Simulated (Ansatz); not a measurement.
Run report: Bi$_{2}$Te$_{3}$, band-structure calculation

System: Bi$_{2}$Te$_{3}$ (slab, 5 atoms in the cell).
Method: DFT PBE+D3(BJ), scalar-relativistic, plane waves, PAW, no spin polarisation (Ansatz 0.2.0).

The structure derives from an entry of the Crystallography Open Database. It belongs to a series of runs on one base structure; here: field of +0.35 V/A along the normal, atoms held. Figures and captions count atoms from 1; the log counts them from 0 in places.

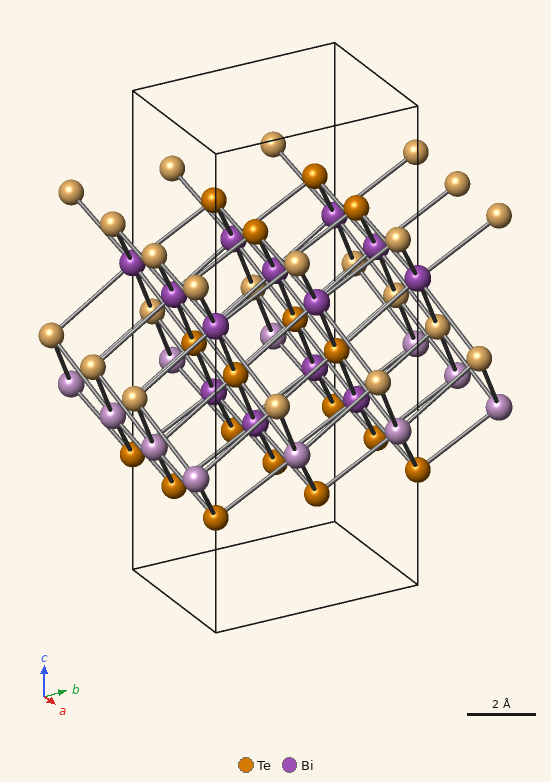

The structure (ball-and-stick view of the 2 × 2 repeat of the cell, with the vacuum cut short, seen slightly off an axis; neighbours outside the cell are drawn fainter). An atom can appear more than once, as a periodic image. Near neighbours in the periodic cell (some may lie outside the picture): Te has 3 Bi at 3.06 Å; Bi has 6 Te at 3.06 to 3.24 Å; Te has 6 Bi at 3.24 Å.

**Input**
```yaml
crystal:
  lattice:
    - [4.3497384303, 0.0, 0.0]
    - [-2.1748692152, 3.7669839805, 0.0]
    - [0.0, 0.0, 41.0301607706]
  atoms:
    - { symbol: Te, position: [0.0, 0.0, 0.4076965189] }
    - { symbol: Bi, position: [0.3333333333, 0.6666666667, 0.4501853757] }
    - { symbol: Te, position: [0.6666666667, 0.3333333333, 0.5] }
    - { symbol: Bi, position: [0.0, 0.0, 0.5498146243] }
    - { symbol: Te, position: [0.3333333333, 0.6666666667, 0.5923034811] }
  periodic: [true, true, false]
basis:
  ecutwfc: 420
kpoints:
  mp_grid: { grid: [6, 6, 1] }
  band_path:
    path:
      - [0, 0, 0]
      - [0.5, 0, 0]
      - [0.3333333333333, 0.3333333333333, 0]
      - [0, 0, 0]
    npoints: 8
hamiltonian:
  xc: pbe
  dispersion: d3bj
scf:
  occupations: { method: gaussian, width: 0.02 }
output:
  forces: true
  stress: true
  eigenvalues: true
  write_density: true
  write_potential: true
  elf: true
  volumetric_format: npy
efield:
  axis: 3
  amplitude: 0.35
```

Run on 4 threads of Arm Neoverse V1, 24 GiB of memory available, shared host.

Run as:
```bash
ansatz run input.yaml --threads 4 --pin off --max-ram 10240MiB --backend cpu --events-out ev --progress --plain --runs-dir out
```

**Output**
```
Engine: ansatz 0.2.0, aarch64-unknown-linux-gnu
Pseudopotentials: kind: paw
Pseudopotential: Te, paw, valence charge 16, recommended cutoff 420 eV (normal), Te.paw.azcp
Pseudopotential: Bi, paw, valence charge 15, recommended cutoff 420 eV (normal), Bi.paw.azcp
Functional definition: PBE
  parameter kappa = 0.804
  parameter beta = 0.06672455060314922
  exchange = pbe_x(kappa = kappa, mu = beta*pi^2/3)
  correlation = pbe_c(beta = beta)
Crystal: 5 atoms, lattice volume = 672.295 Å³
Basis set: ecut = 420 eV, 13235 PW (Γ), exchange–correlation on 60×60×576 points (8 copies of the dense FFT grid, shifted against one another)
Bands: 47, of which v1, the nominal top of the filled ones, is band 39 counted from 1 (38 counted from 0)
Symmetry: 6 space group operations
k-points: 7 of 36 (time reversal used)
Non-local potential: Te, projectors of the file, l = 0: 2, l = 1: 2, l = 2: 2, l = 3: 2
Non-local potential: Bi, projectors of the file, l = 0: 2, l = 1: 2, l = 2: 2, l = 3: 2
PAW form: soft (Blöchl's): semilocal exchange-correlation on the pseudo side does not see the compensation charge
PAW one-centre angular grid: Te, 590 points (default); XC on 64 Gauss nodes
PAW one-centre angular grid: Bi, 590 points (default); XC on 64 Gauss nodes
Initial density: superposition of atomic densities (neutral atoms: chi_scale 0, normalization atom, screened)
Initial wavefunctions: pseudopotential atomic-orbital guess
Functional: x = pbe(κ = 0.804, μ = 0.2195149727645171), c = pbe(β = 0.06672455060314922)
iter 1 solved again at ethr=2.04e-3 eV; its pass at ethr=3.10e-3 eV (dr2=1.59e0 eV) is discarded
SCF iter   1: F=—  HF=-45736.262796 eV  |F-HF|=—  |Δ(HF+E_count)|=         —  Δρ=9.68e-3  dr2=1.55e0  ethr=2.04e-3  p=0.349 e·Å  V_vac-E_F(+/−)=6.97/3.17 eV  ⟨swp⟩=1.4  Hψ=2482  notcnv=0
efield: sawtooth ramp at fractional position 0.7744 (placed from the atoms, in the widest stretch of the axis that holds none; the zero of the levels goes with the place), width 0.4513; the density the first Hamiltonian is built on has a dipole p = 0.349 e·Å; `efield.dipole_correction` is off, so that where the cell repeats along the axis the dipole's images put a field D = 9.39e-2 V/Å through it; the planar-averaged density in the ramp window peaks in size at 6.9e-4 e/Å³
preconditioner: auto → Resta (q_TF=auto, 1.905 Å⁻¹)  ε∞=1.8  [insulator: Δε(μ)=1.339 eV  Ē_g=8.353 eV  σ=0.020 eV  W_gap=1.00  n_scr=102 (ndim 8)  ℏωp=7.6 eV  f_vac=0.719  D(μ)=0.00/eV (n_scr^D=0)  ε∞_Penn≈1.8  vacuum switching on, ρ_ref=5.1e-3 e/Å³]
SCF iter   2: F=—  HF=-45736.113602 eV  |F-HF|=—  |Δ(HF+E_count)|=   1.49e-1  Δρ=5.37e-3  dr2=2.52e0  ethr=1.99e-3  p=0.271 e·Å  V_vac-E_F(+/−)=7.74/3.08 eV  ⟨swp⟩=4.6  Hψ=677  notcnv=0  defer=2
SCF iter   3: F=—  HF=-45736.231761 eV  |F-HF|=—  |Δ(HF+E_count)|=   1.18e-1  Δρ=5.54e-3  dr2=6.39e0  ethr=1.99e-3  p=0.456 e·Å  V_vac-E_F(+/−)=6.04/3.42 eV  ⟨swp⟩=4.1  Hψ=553  notcnv=0  defer=10  recentre
SCF iter   4: F=—  HF=-45735.997295 eV  |F-HF|=—  |Δ(HF+E_count)|=   2.34e-1  Δρ=3.38e-3  dr2=1.31e0  ethr=1.99e-3  p=0.265 e·Å  V_vac-E_F(+/−)=7.23/2.50 eV  ⟨swp⟩=4.1  Hψ=553  notcnv=0  defer=10
SCF iter   5: F=—  HF=-45735.939478 eV  |F-HF|=—  |Δ(HF+E_count)|=   5.78e-2  Δρ=1.97e-3  dr2=2.27e-2  ethr=1.67e-3  p=0.319 e·Å  V_vac-E_F(+/−)=6.96/2.82 eV  ⟨swp⟩=2.4  Hψ=439  notcnv=0  defer=9
SCF iter   6: F=—  HF=-45735.940685 eV  |F-HF|=—  |Δ(HF+E_count)|=   1.21e-3  Δρ=6.37e-4  dr2=6.28e-3  ethr=2.90e-5  p=0.314 e·Å  V_vac-E_F(+/−)=6.85/2.66 eV  ⟨swp⟩=5.1  Hψ=820  notcnv=0  defer=12
SCF iter   7: F=—  HF=-45735.939229 eV  |F-HF|=—  |Δ(HF+E_count)|=   1.46e-3  Δρ=2.73e-4  dr2=5.13e-4  ethr=8.05e-6  p=0.316 e·Å  V_vac-E_F(+/−)=6.84/2.67 eV  ⟨swp⟩=2.0  Hψ=432  notcnv=0  defer=12
SCF iter   8: F=—  HF=-45735.939154 eV  |F-HF|=—  |Δ(HF+E_count)|=   7.46e-5  Δρ=9.14e-5  dr2=5.72e-5  ethr=6.58e-7  p=0.316 e·Å  V_vac-E_F(+/−)=6.84/2.67 eV  ⟨swp⟩=3.1  Hψ=523  notcnv=0  defer=12
SCF iter   9: F=—  HF=-45735.939449 eV  |F-HF|=—  |Δ(HF+E_count)|=   2.94e-4  Δρ=2.86e-5  dr2=1.20e-5  ethr=7.33e-8  p=0.316 e·Å  V_vac-E_F(+/−)=6.83/2.67 eV  ⟨swp⟩=3.1  Hψ=679  notcnv=0  defer=12
SCF iter  10: F=—  HF=-45735.939448 eV  |F-HF|=—  |Δ(HF+E_count)|=   5.75e-7  Δρ=9.13e-6  dr2=1.50e-6  ethr=1.54e-8  p=0.316 e·Å  V_vac-E_F(+/−)=6.83/2.67 eV  ⟨swp⟩=3.1  Hψ=610  notcnv=0  defer=12
SCF iter  11: F=—  HF=-45735.939448 eV  |F-HF|=—  |Δ(HF+E_count)|=   3.49e-8  Δρ=2.43e-6  dr2=1.41e-7  ethr=1.93e-9  p=0.316 e·Å  V_vac-E_F(+/−)=6.83/2.67 eV  ⟨swp⟩=3.0  Hψ=603  notcnv=0  defer=12
SCF iter  12: F=—  HF=-45735.939448 eV  |F-HF|=—  |Δ(HF+E_count)|=   2.38e-8  Δρ=1.55e-6  dr2=1.78e-7  ethr=1.28e-10  p=0.316 e·Å  V_vac-E_F(+/−)=6.83/2.67 eV  ⟨swp⟩=28.4  Hψ=3211  notcnv=0
SCF iter  13: F=—  HF=-45735.939448 eV  |F-HF|=—  |Δ(HF+E_count)|=  1.46e-10  Δρ=9.16e-7  dr2=1.03e-7  ethr=1.28e-10  p=0.316 e·Å  V_vac-E_F(+/−)=6.83/2.67 eV  ⟨swp⟩=14.1  Hψ=2558  notcnv=0
SCF iter  14: F=-45735.939448 eV  HF=-45735.939448 eV  |F-HF|=6.33e-8  |Δ(HF+E_count)|=   4.87e-9  Δρ=6.31e-7  dr2=6.90e-8  ethr=1.28e-10  p=0.316 e·Å  V_vac-E_F(+/−)=6.83/2.67 eV  ⟨swp⟩=12.0  Hψ=2280  notcnv=0
SCF 1 converged in 14 iterations: F = -45735.939448 eV  dr2 = 6.90e-8
  greatest PAW one-centre occupation: 0.998 electrons in one spin orbital (limit 2), on the Te atom at site 2 (counted from 0), in its partial waves of l = 2
```

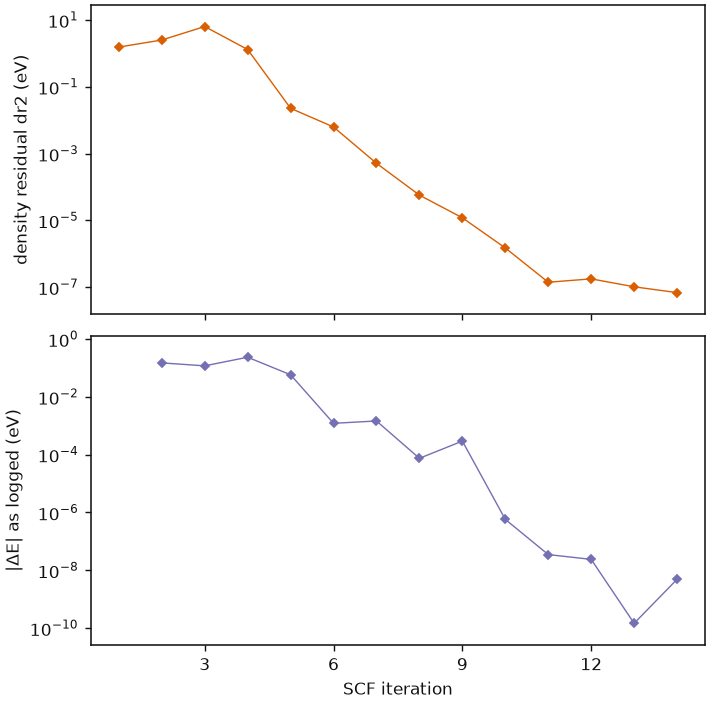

Convergence of the self-consistent field: density residual dr2 and size of the energy change against the SCF iteration. The residual comes down, with one marked jump up, by a factor of about 2.5, at step 3.

```
NSCF: frozen V_eff on 25 k-points
efield: sawtooth ramp at fractional position 0.7744 (kept from the solve that this one continues, or follows in the run), width 0.4513; the density the first Hamiltonian is built on has a dipole p = 0.316 e·Å; `efield.dipole_correction` is off, so that where the cell repeats along the axis the dipole's images put a field D = 8.51e-2 V/Å through it; the planar-averaged density in the ramp window peaks in size at 1.1e-6 e/Å³
SCF converged after 14 iterations
Free energy (F): -45735.939448 eV
Harris-Foulkes:  -45735.939448 eV  (|F-HF|=6.33e-8)
Internal energy: -45735.939448 eV  (E = F + TS)
E sigma→0 (E₀):  -45735.939448 eV
Fermi energy:    -4.865802 eV
Dipole field:    D = 0.085037 V/Å  (p = 0.315942 e·Å, saw-weighted)
Work function:   not extracted (applied field tilts the vacuum); planar V_es + V_field profile in the machine report
Levels:          The Fermi level and band energies are counted from a zero that moves with the ramp; work functions are not
--- Per-component energies (eV) ---
  E_band       = -2087.245947
  E_kinetic    = 1143.750405
  E_local      = -243907.813274  (includes V_loc(G=0)·N_el)
  E_nonlocal   = 192.074578
  E_hartree    = 121398.967410
  E_xc         = -675.954192
  E_vxc        = -601.094739  (∫ρ·V_xc dr)
  E_paw        = -35312.782755  (= ΣΔE_a)
  E_vpaw       = -1711.985390  (= ΣTr[D̂ρ^β])
  E_aug_tail   = -0.001417  (compensation charges beyond the density's cutoff)
  E_efield     = -0.110580  (sawtooth field / dipole correction)
  E_vefield    = -0.110580  (∫n·V_field dr)
  E_ewald      = 111427.715651
  E_disp       = -1.785273  (pairwise vdW)
  E_smearing   = -0.000000  (= −TS)
  E_closure    = -0.000000  (closes the sum)
  Σ components = -45735.939448   (vs F -45735.939448, Δ=0.00e0)
--- Forces (eV/Å), atoms counted from 1 ---
  atom   1  Te     0.00000000     0.00000000    -0.03193616
  atom   2  Bi     0.00000000    -0.00000000     0.06724973
  atom   3  Te    -0.00000000     0.00000000    -0.08178214
  atom   4  Bi    -0.00000000     0.00000000     0.06442471
  atom   5  Te     0.00000000    -0.00000000    -0.01795750
  max |Σ_I F_I| component: 1.37e-6 eV/Å
--- 2D stress c σ (N/m, compression-positive) ---
        0.053265       0.000000       0.000000
        0.000000       0.053265       0.000000
        0.000000       0.000000       0.000000
  P = ½ c Tr σ = 0.0533 N/m
--- Band table (eV; the first three rows and the last of 7) ---
  k-point 0: bands = ["-41.3818", "-41.3818", "-41.3712", "-41.3712", "-41.3659", "-41.3538", "-41.3538", "-41.3434", "-41.3434", "-41.3384", "-41.3099", "-41.3016", "-41.3016", "-41.2652", "-41.2652", "-28.0621", "-28.0621", "-28.0521", "-28.0481", "-28.0481", "-28.0165", "-28.0165", "-28.0067", "-28.0028", "-28.0028", "-18.0845", "-17.5591", "-15.8978", "-14.0478", "-12.8552", "-7.1562", "-6.4770", "-6.4770", "-6.2145", "-6.1874", "-6.1874", "-5.8085", "-5.6604", "-5.6604", "-4.3134", "-3.7679", "-3.7679", "-2.9330", "-2.8098", "-2.8098", "-1.6167", "-0.8034"]
  k-point 1: bands = ["-41.3818", "-41.3815", "-41.3713", "-41.3712", "-41.3658", "-41.3538", "-41.3535", "-41.3435", "-41.3434", "-41.3382", "-41.3097", "-41.3017", "-41.3016", "-41.2651", "-41.2648", "-28.0642", "-28.0590", "-28.0506", "-28.0492", "-28.0479", "-28.0186", "-28.0134", "-28.0052", "-28.0038", "-28.0025", "-17.8415", "-17.3333", "-15.7571", "-14.1257", "-13.2131", "-8.0808", "-7.3691", "-7.2017", "-7.0588", "-6.6681", "-6.5337", "-5.7508", "-5.6194", "-5.4188", "-3.8756", "-3.4208", "-3.3385", "-2.5641", "-2.4055", "-1.9555", "-1.3105", "-0.5512"]
  k-point 2: bands = ["-41.3817", "-41.3808", "-41.3714", "-41.3712", "-41.3654", "-41.3538", "-41.3529", "-41.3437", "-41.3434", "-41.3379", "-41.3094", "-41.3019", "-41.3017", "-41.2651", "-41.2642", "-28.0695", "-28.0550", "-28.0534", "-28.0453", "-28.0447", "-28.0240", "-28.0098", "-28.0079", "-27.9996", "-27.9991", "-17.1510", "-16.7239", "-15.5059", "-14.5522", "-14.0723", "-9.3655", "-8.3867", "-7.8923", "-7.7316", "-7.0844", "-6.9853", "-6.3528", "-5.8254", "-5.7992", "-3.7935", "-3.1430", "-3.0168", "-2.1052", "-1.7621", "-1.2809", "-1.0151", "-0.4165"]
  k-point 6: bands = ["-41.3811", "-41.3809", "-41.3714", "-41.3714", "-41.3652", "-41.3532", "-41.3530", "-41.3437", "-41.3436", "-41.3377", "-41.3092", "-41.3019", "-41.3019", "-41.2644", "-41.2644", "-28.0653", "-28.0609", "-28.0481", "-28.0481", "-28.0433", "-28.0200", "-28.0155", "-28.0024", "-28.0023", "-27.9978", "-15.8090", "-15.7683", "-15.4819", "-15.4041", "-15.3488", "-9.4510", "-9.0106", "-9.0086", "-8.3882", "-7.6962", "-7.6686", "-6.5520", "-5.8380", "-5.8330", "-3.4766", "-2.8125", "-2.7970", "-1.5118", "-0.8960", "-0.8924", "1.0169", "1.1506"]
```

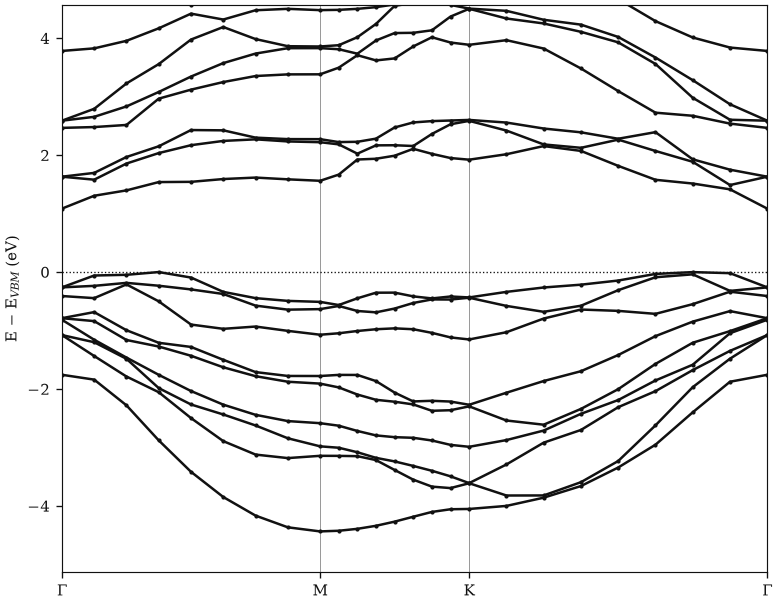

Band structure along Γ–M–K–Γ, with energies from the valence-band top. There is a gap of 1.08 eV on this path, indirect, from between Γ and M to Γ.

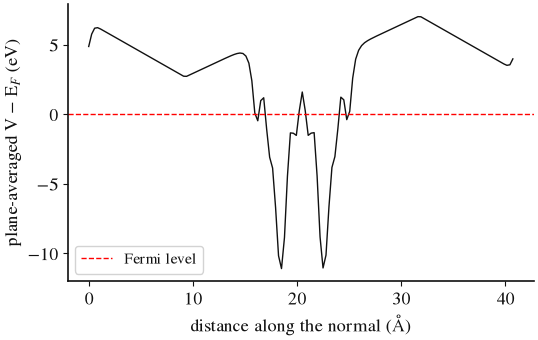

Plane average of the electrostatic potential energy of an electron across the cell, from the Fermi level.

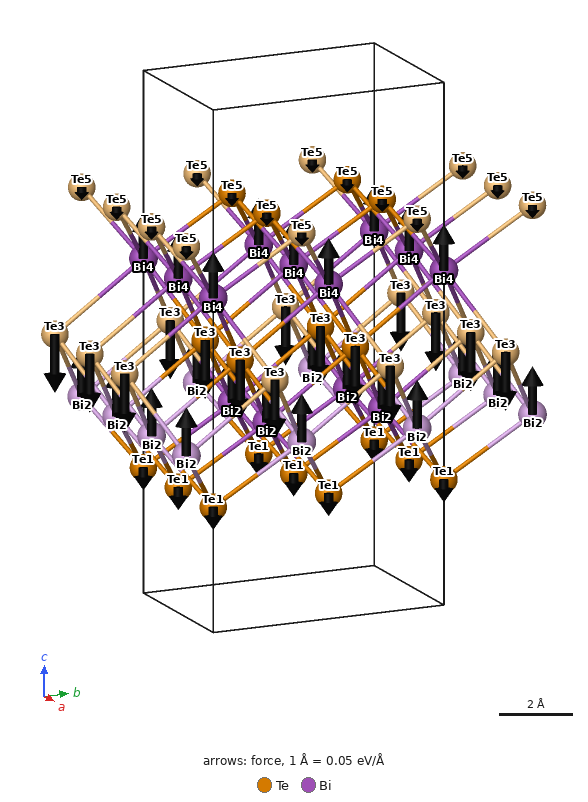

Forces on the atoms as black arrows (ball-and-stick view of the 2 × 2 repeat of the cell, with the vacuum cut short, seen slightly off an axis; neighbours outside the cell are drawn fainter; atoms are numbered from 1 in the order of the input). The largest act on Te3 (0.08 eV/Å); Bi2 (0.07 eV/Å); Bi4 (0.06 eV/Å); Te1 (0.03 eV/Å). The geometry is not a stationary point of this energy.

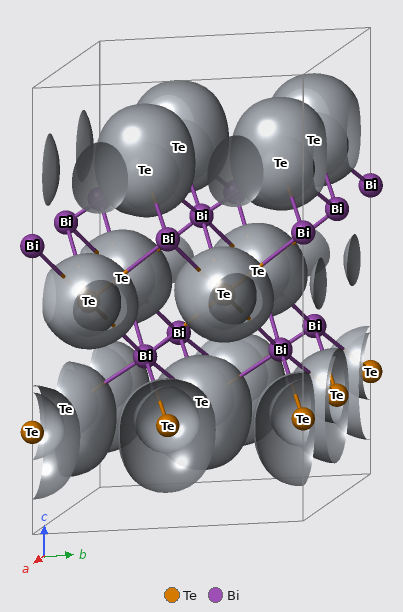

Isosurface of the electron localisation function at 0.55 (grey), seen slightly off an axis. Only the valence region is drawn (cores and ρ < 0.01 e/Å³ removed). Sticks mark near contacts. Along the contacts the grid gives the following. Bi–Te (3.06 Å): the ELF peaks at about 0.65 in the valence shell of Te, 1.3 Å from its nucleus, and drops to about 0.35 between the two atoms. Bi–Te (3.24 Å): the ELF peaks at about 0.65 in the valence shell of Te, 1.3 Å from its nucleus, and drops to about 0.30 between the two atoms. In a PAW calculation such maps are meaningful between the atoms, not at the nuclei.

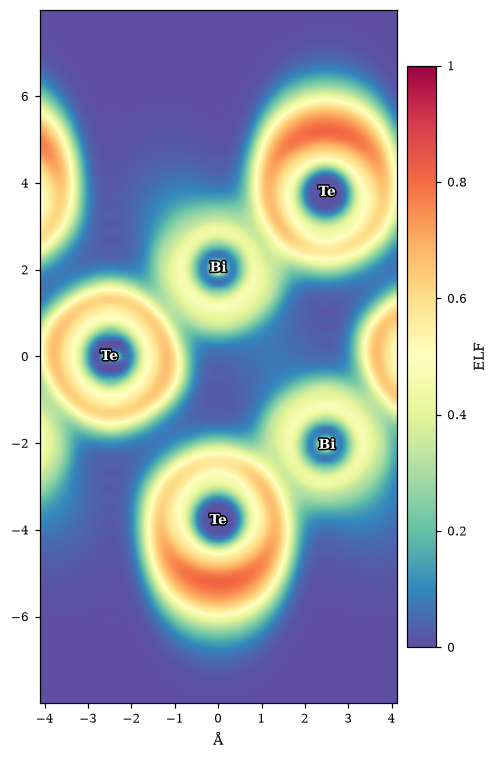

Electron localisation function on the (110) plane of the calculation cell, a cut from vacuum to vacuum. Atoms in the plane: Te and Bi. Bi–Te (3.06 Å): the ELF peaks at about 0.65 in the valence shell of Te, 1.3 Å from its nucleus, and drops to about 0.35 between the two atoms. Bi–Te (3.24 Å): the ELF peaks at about 0.65 in the valence shell of Te, 1.3 Å from its nucleus, and drops to about 0.30 between the two atoms. The strong features right at Bi lie inside the PAW spheres (semicore, d or f shells) and say nothing about bonding.

**Key numbers**

```json
{"quantity": "outcome", "value": "converged"}
{"quantity": "electrons treated", "value": "78"}
{"quantity": "free energy", "value": "−45735.9394 eV"}
{"quantity": "Fermi energy", "value": "−4.866 eV"}
{"quantity": "gap on the k-point mesh", "value": "1.11 eV"}
{"quantity": "gap on the band path", "value": "1.09 eV"}
{"quantity": "largest force (length of the vector)", "value": "0.082 eV/Å"}
{"quantity": "wall time", "value": "27 s (CPU time 1.7 min)"}
{"quantity": "peak memory", "value": "1.4 GiB"}
```

**Remarks**

Spin–orbit coupling is left out, which matters for Bi.
